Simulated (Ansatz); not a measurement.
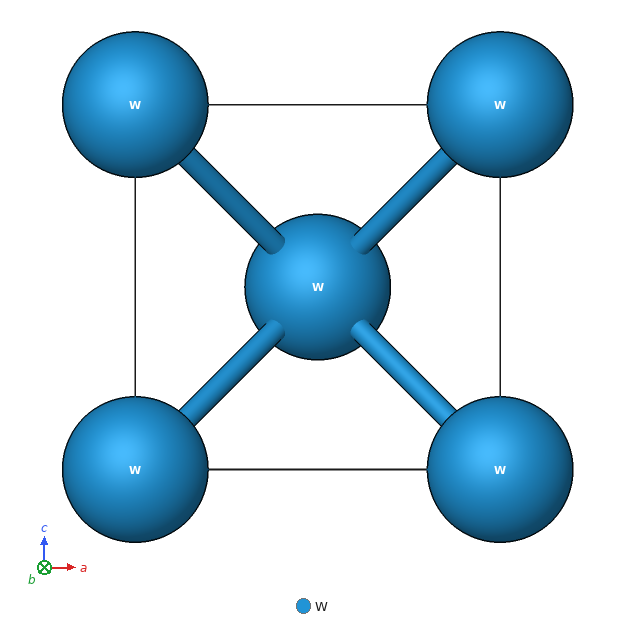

Ball-and-stick drawing of the structure, looking along the b axis. The edges of the conventional unit cell are marked.

Cell constants: a = 3.184 Å, b = 3.184 Å, c = 3.184 Å, α = 90.00°, β = 90.00°, γ = 90.00°.

The bonds drawn are W–W up to 3.09 Å (cut-off distances).

The composition is W.

**What lattice type does the structure have?**

Body-centred cubic.

**What is W bonded to?**

Eight W in a cubic arrangement at about 2.8 Å. Not all metal-metal contacts are counted.

**In how many dimensions do the bonds extend?**

The bonds build a three-dimensional framework.

Origin of the cell: the standard structure of this element. The geometry is the end of a relaxation with DFT PBE, scalar-relativistic, plane waves, PAW in Ansatz.
